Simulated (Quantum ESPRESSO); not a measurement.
# Run report: Ga2O, single-point calculation (part 2 of 2)

The same run, continued: Ga2O (P6/mmm, 3 atoms in the cell); Kohn-Sham DFT of a periodic cell, PBE with D3(BJ) two-body, PseudoDojo 0.4.1 SR PBEsol standard, no spin polarisation (Quantum ESPRESSO 7.5); cutoff 1142.88 eV, 8×8×7 k-mesh, cold smearing of 0.136 eV. The structure was made by swapping elements on the sites of another compound; it need not be a known phase.

Geometry of the input (Å; fractional positions):
```
3.7527  0.0000  0.0000
-1.8763  3.2499  0.0000
0.0000  0.0000  3.7371
Ga 0.6667  0.3333  0.5000
Ga 0.3333  0.6667  0.5000
O  0.0000  0.0000  0.0000
```

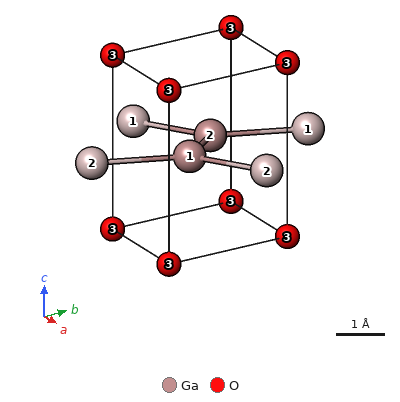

**Figure 1.** The input geometry (ball-and-stick view of the cell of the calculation, seen slightly off an axis; neighbours outside the cell are drawn fainter; atoms are numbered from 1 in the order of the input). An atom can appear more than once, as a periodic image.

What the program printed, continued
```
    -7.3494  -6.6789  -6.6375  -6.5895  -6.3653  -6.3443  -6.0815  -6.0681
    -5.8377  -5.8091  -5.7453   0.0889   6.5577   7.2947   7.3650   9.8039
    10.9632  12.5996  15.1551  15.9179  17.5005  17.7436  20.3128  23.1356

          k = 0.0000 0.1443 0.1435 (  4007 PWs)   bands (ev):

    -7.3048  -6.6785  -6.6371  -6.5902  -6.3681  -6.3466  -6.0808  -6.0674
    -5.8353  -5.8103  -5.7403  -0.0072   6.5011   7.4344   7.5234   9.8196
    10.9767  11.7216  15.2271  16.5932  17.5614  18.0792  19.3951  23.0410

          k = 0.0000 0.1443 0.2869 (  4007 PWs)   bands (ev):

    -7.1994  -6.6784  -6.6364  -6.5932  -6.3743  -6.3515  -6.0798  -6.0658
    -5.8287  -5.8132  -5.7291  -0.2303   6.5658   7.6007   7.9449   9.7371
    10.4720  10.9923  15.3873  17.0193  17.2275  17.9494  20.0600  21.4685

          k = 0.0000 0.1443 0.4304 (  3994 PWs)   bands (ev):

    -7.1082  -6.6800  -6.6357  -6.5977  -6.3793  -6.3552  -6.0795  -6.0645
    -5.8220  -5.8155  -5.7200  -0.4160   6.7979   7.7470   8.2689   9.1512
    10.0916  10.9857  15.6905  16.5420  17.0394  17.5065  20.5231  22.0693

          k = 0.0000 0.2887 0.0000 (  4008 PWs)   bands (ev):

    -7.2458  -6.7949  -6.7664  -6.5761  -6.3895  -6.3174  -5.9463  -5.8845
    -5.8843  -5.7864  -5.7354   0.3829   6.1494   6.8903   6.9223   8.8140
    10.8550  12.5425  14.5513  17.1812  18.2978  19.3138  19.5627  23.3814

          k = 0.0000 0.2887 0.1435 (  4008 PWs)   bands (ev):

    -7.2176  -6.7957  -6.7661  -6.5773  -6.3928  -6.3138  -5.9454  -5.8840
    -5.8748  -5.7874  -5.7305   0.3519   5.9070   7.0363   7.2960   8.6002
    10.7351  11.9398  14.6413  17.3506  18.2226  19.1935  20.1052  22.7867

          k = 0.0000 0.2887 0.2869 (  4005 PWs)   bands (ev):

    -7.1537  -6.7984  -6.7654  -6.5804  -6.4003  -6.3049  -5.9426  -5.8830
    -5.8519  -5.7895  -5.7193   0.2659   5.7771   7.3314   7.8341   8.0939
    10.4155  11.0524  14.7439  16.2244  19.0637  19.6420  21.7110  21.7236

          k = 0.0000 0.2887 0.4304 (  4000 PWs)   bands (ev):

    -7.1014  -6.8017  -6.7648  -6.5832  -6.4062  -6.2970  -5.9394  -5.8821
    -5.8315  -5.7912  -5.7104   0.1803   6.0106   7.0852   7.6303   8.7055
    10.0857  10.3693  14.6354  15.7770  19.1442  20.3177  20.8859  23.6710

          k = 0.0000 0.4330 0.0000 (  3986 PWs)   bands (ev):

    -7.1889  -6.8561  -6.8267  -6.5544  -6.4120  -6.2863  -5.9345  -5.8893
    -5.7655  -5.7388  -5.6883   0.8578   4.6532   6.5272   7.2557   8.6023
    10.7527  12.5668  13.7899  16.6977  18.4941  21.3264  21.5555  22.8136

          k = 0.0000 0.4330 0.1435 (  3995 PWs)   bands (ev):

    -7.1745  -6.8558  -6.8405  -6.5545  -6.4159  -6.2625  -5.9303  -5.8839
    -5.7661  -5.7386  -5.6836   0.9296   4.5359   6.6694   7.3966   8.1788
    10.5452  12.3568  13.9746  15.8622  19.5227  21.3299  22.3918  22.6826

          k = 0.0000 0.4330 0.2869 (  3993 PWs)   bands (ev):

    -7.1403  -6.8725  -6.8551  -6.5537  -6.4244  -6.2135  -5.9148  -5.8733
    -5.7677  -5.7381  -5.6734   1.0848   4.4178   6.9187   7.0569   8.0333
    10.0088  11.9572  13.8518  15.2785  21.0668  21.7513  22.3522  23.7843

          k = 0.0000 0.4330 0.4304 (  4011 PWs)   bands (ev):

    -7.1093  -6.9010  -6.8546  -6.5524  -6.4312  -6.1793  -5.8918  -5.8697
    -5.7689  -5.7377  -5.6653   1.1928   4.6173   5.8891   7.5071   8.5033
     9.4376  11.4130  13.4222  15.6094  21.0657  21.9779  23.1955  23.2732

          k = 0.0000-0.5774 0.0000 (  3980 PWs)   bands (ev):

    -7.1876  -6.8873  -6.8096  -6.5457  -6.4210  -6.2715  -5.9572  -5.8824
    -5.7572  -5.6838  -5.6584   1.1868   3.9223   6.3742   7.4186   8.5815
    10.7117  12.6231  13.4903  16.0550  19.3599  20.9997  22.6245  23.5253

          k = 0.0000-0.5774 0.1435 (  4006 PWs)   bands (ev):

    -7.1760  -6.8871  -6.8357  -6.5444  -6.4250  -6.2303  -5.9596  -5.8773
    -5.7578  -5.6837  -5.6537   1.3492   3.7559   6.5251   7.5708   7.9762
    10.4760  12.6768  13.7235  15.1489  20.3364  22.1319  22.3984  23.6604

          k = 0.0000-0.5774 0.2869 (  3994 PWs)   bands (ev):

    -7.1466  -6.8906  -6.8865  -6.5414  -6.4339  -6.1425  -5.9648  -5.8670
    -5.7591  -5.6835  -5.6433   1.7939   3.4055   6.7268   6.9425   7.9823
     9.8706  12.7475  13.1264  14.9133  21.5343  22.7825  23.9141  24.0066

          k = 0.0000-0.5774 0.4304 (  4018 PWs)   bands (ev):

    -7.1166  -6.9362  -6.8860  -6.5390  -6.4411  -6.0734  -5.9688  -5.8609
    -5.7601  -5.6834  -5.6351   2.3019   3.1434   5.6909   7.4530   8.4445
     9.2121  12.0439  12.7824  15.5505  21.2548  22.8885  24.3468  25.6456

          k = 0.1250 0.2165 0.0000 (  4013 PWs)   bands (ev):

    -7.2746  -6.7960  -6.6839  -6.6027  -6.3863  -6.3212  -5.9816  -5.9329
    -5.8732  -5.7908  -5.7370   0.2853   6.4929   6.7891   7.0988   9.0530
    10.6435  12.5598  15.8099  16.0460  17.8911  18.7769  19.7851  23.6735

          k = 0.1250 0.2165 0.1435 (  4006 PWs)   bands (ev):

    -7.2415  -6.7961  -6.6835  -6.6037  -6.3854  -6.3243  -5.9810  -5.9319
    -5.8652  -5.7918  -5.7323   0.2325   6.3801   6.6342   7.6460   9.0021
    10.3556  12.0060  15.8445  16.2311  18.1493  18.8359  19.7798  22.6107

          k = 0.1250 0.2165 0.2869 (  3996 PWs)   bands (ev):

    -7.1657  -6.7969  -6.6828  -6.6068  -6.3827  -6.3314  -5.9794  -5.9298
    -5.8454  -5.7941  -5.7215   0.0997   6.1702   7.0260   8.1277   8.8056
     9.7387  11.2847  15.3927  16.8436  17.1665  19.9051  21.0997  21.3593

          k = 0.1250 0.2165 0.4304 (  3996 PWs)   bands (ev):

    -7.1030  -6.7983  -6.6822  -6.6103  -6.3796  -6.3369  -5.9781  -5.9281
    -5.8273  -5.7960  -5.7128  -0.0203   6.2689   7.5292   7.9074   8.4463
     9.8198  10.6933  15.0779  16.5340  17.2743  20.1512  20.6053  23.8899

          k = 0.1250 0.3608 0.0000 (  4010 PWs)   bands (ev):

    -7.2117  -6.8682  -6.7504  -6.5848  -6.4160  -6.2800  -5.9305  -5.8927
    -5.8323  -5.7658  -5.6628   0.6963   5.0320   6.8008   7.1393   8.7193
    10.1889  12.5984  15.2431  17.0044  17.4634  19.2839  22.3164  23.1415

          k = 0.1250 0.3608 0.1435 (  4001 PWs)   bands (ev):

    -7.1935  -6.8781  -6.7504  -6.5854  -6.4057  -6.2786  -5.9237  -5.8870
    -5.8294  -5.7665  -5.6603   0.7225   5.1097   6.3260   7.7719   8.4650
     9.8713  12.3352  15.0632  16.4866  18.1354  20.0627  22.1476  22.8044

          k = 0.1250 0.3608 0.2869 (  4004 PWs)   bands (ev):

    -7.1507  -6.9030  -6.7502  -6.5856  -6.3885  -6.2719  -5.9039  -5.8747
    -5.8230  -5.7681  -5.6546   0.7678   5.2590   6.2349   7.6636   8.2008
     9.6162  11.8305  14.3577  16.4243  18.7563  21.1384  22.2005  23.1754

          k = 0.1250 0.3608 0.4304 (  3998 PWs)   bands (ev):

    -7.1121  -6.9277  -6.7499  -6.5849  -6.3803  -6.2633  -5.8826  -5.8659
    -5.8183  -5.7694  -5.6499   0.7868   5.5961   6.2189   7.1738   7.7619
    10.0843  11.2272  13.8727  16.5222  19.1363  20.5088  23.3077  24.5696

          k = 0.1250 0.5052 0.0000 (  3999 PWs)   bands (ev):

    -7.2186  -6.8586  -6.7800  -6.5674  -6.4360  -6.2425  -5.9789  -5.8758
    -5.7771  -5.7493  -5.5759   1.2215   3.8041   6.6081   7.4052   8.6089
     9.9380  12.7661  14.7806  15.7827  18.8776  20.9767  22.2962  22.8557

          k = 0.1250 0.5052 0.1435 (  3990 PWs)   bands (ev):

    -7.2053  -6.8831  -6.7862  -6.5666  -6.4165  -6.2243  -5.9786  -5.8707
    -5.7735  -5.7498  -5.5746   1.3537   3.8041   6.3059   7.8300   8.0903
     9.7979  12.7072  14.3470  15.7015  19.7469  21.8062  21.8709  23.1638

          k = 0.1250 0.5052 0.2869 (  3995 PWs)   bands (ev):

    -7.1704  -6.9421  -6.7914  -6.5644  -6.3944  -6.1736  -5.9737  -5.8601
    -5.7657  -5.7510  -5.5715   1.6850   3.7795   6.2224   6.9502   8.1147
     9.6800  12.5358  13.4326  15.9842  20.7447  21.4736  23.3575  24.7564

          k = 0.1250 0.5052 0.4304 (  4003 PWs)   bands (ev):

    -7.1299  -6.9985  -6.7929  -6.5625  -6.3887  -6.1315  -5.9624  -5.8533
    -5.7598  -5.7520  -5.5689   1.9819   3.8436   5.8304   6.7912   7.5816
    10.0056  12.1022  13.0036  16.3872  20.2806  21.8636  24.2539  25.2583

          k = 0.2500 0.4330 0.0000 (  4004 PWs)   bands (ev):

    -7.2437  -6.8503  -6.7187  -6.6060  -6.4480  -6.2135  -6.0028  -5.8484
    -5.8463  -5.7422  -5.5385   1.2581   3.6932   6.8710   7.3919   8.7160
     9.2501  12.9309  15.4992  17.0758  17.1543  20.1449  22.5147  23.0627

          k = 0.2500 0.4330 0.1435 (  4001 PWs)   bands (ev):

    -7.2293  -6.8859  -6.7184  -6.6055  -6.4080  -6.2173  -5.9977  -5.8434
    -5.8417  -5.7427  -5.5378   1.3580   3.8590   6.1079   8.0591   8.4928
     8.9533  12.7533  14.5977  17.6824  17.7899  20.8531  21.9343  23.2130

          k = 0.2500 0.4330 0.2869 (  3984 PWs)   bands (ev):

    -7.1907  -6.9589  -6.7178  -6.6037  -6.3357  -6.2256  -5.9804  -5.8324
    -5.8323  -5.7439  -5.5363   1.5966   4.3204   5.4870   7.3083   7.8544
     9.6081  12.4498  13.6598  18.2160  18.5629  20.4199  23.2218  25.0710

          k = 0.2500 0.4330 0.4304 (  3990 PWs)   bands (ev):

    -7.1426  -7.0271  -6.7173  -6.6021  -6.2905  -6.2321  -5.9588  -5.8263
    -5.8235  -5.7448  -5.5351   1.7984   4.8819   5.4704   6.1913   7.1117
    10.3776  12.1354  13.2473  18.2317  19.1975  19.6549  25.0985  26.0926

          k = 0.2500 0.5774 0.0000 (  3994 PWs)   bands (ev):

    -7.2697  -6.8265  -6.7030  -6.6151  -6.4612  -6.1633  -6.0552  -5.8587
    -5.8287  -5.7326  -5.4864   1.7995   2.8494   6.9607   7.4963   8.6362
     8.9219  13.3627  14.6090  16.9076  18.5579  20.6362  22.1999  22.4579

          k = 0.2500 0.5774 0.1435 (  3996 PWs)   bands (ev):

    -7.2557  -6.8773  -6.7031  -6.6144  -6.4048  -6.1627  -6.0584  -5.8533
    -5.8237  -5.7330  -5.4862   1.9630   2.9863   6.1128   8.1676   8.2231
     8.8664  13.1471  13.9388  17.5462  19.3983  21.0183  21.6922  22.7729

          k = 0.2500 0.5774 0.2869 (  3987 PWs)   bands (ev):

    -7.2164  -6.9726  -6.7026  -6.6128  -6.3128  -6.1527  -6.0653  -5.8415
    -5.8127  -5.7340  -5.4857   2.4108   3.3213   5.3784   7.0927   7.6679
     9.7322  12.8963  13.1754  18.1924  20.1424  20.6549  21.8767  24.2413

          k = 0.2500 0.5774 0.4304 (  3993 PWs)   bands (ev):

    -7.1611  -7.0600  -6.7021  -6.6116  -6.2677  -6.1273  -6.0706  -5.8324
    -5.8041  -5.7348  -5.4854   2.9248   3.5797   5.2149   6.1307   6.8197
    10.4656  12.7929  12.7984  18.4809  19.2460  21.1365  22.3351  26.1836

     the Fermi energy is     9.2330 ev

!    total energy              =    -339.11302941 Ry
     estimated scf accuracy    <          3.5E-10 Ry
     smearing contrib. (-TS)   =       0.00008276 Ry
     internal energy E=F+TS    =    -339.11311216 Ry

     The total energy is F=E-TS. E is the sum of the following terms:
     one-electron contribution =    -135.87680058 Ry
     hartree contribution      =      96.51381865 Ry
     xc contribution           =     -91.99429528 Ry
     ewald contribution        =    -207.70204279 Ry
     DFT-D3 Dispersion         =      -0.05379216 Ry

     convergence has been achieved in  10 iterations

     Forces acting on atoms (cartesian axes, Ry/au):

     atom    1 type  1   force =     0.00000000    0.00000000    0.00000000
     atom    2 type  1   force =    -0.00000000   -0.00000000   -0.00000000
     atom    3 type  2   force =     0.00000000    0.00000000   -0.00000000

     Total force =     0.000000     Total SCF correction =     0.000000

     Computing stress (Cartesian axis) and pressure

          total   stress  (Ry/bohr**3)                   (kbar)     P=      165.98
   0.00216898  -0.00000000   0.00000000          319.07       -0.00        0.00
  -0.00000000   0.00216898   0.00000000           -0.00      319.07        0.00
   0.00000000   0.00000000  -0.00095296            0.00        0.00     -140.18

=------------------------------------------------------------------------------=
   JOB DONE.
=------------------------------------------------------------------------------=
```

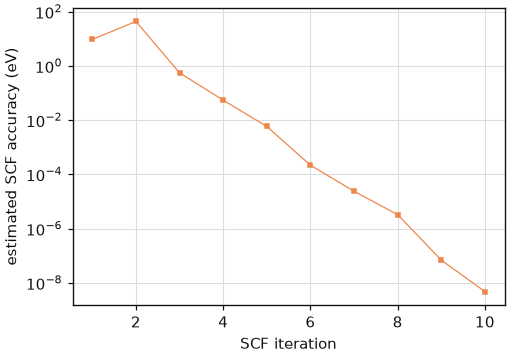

**Figure 2.** Convergence of the self-consistent field: estimated SCF accuracy against the iteration. The field takes 10 iterations in all.
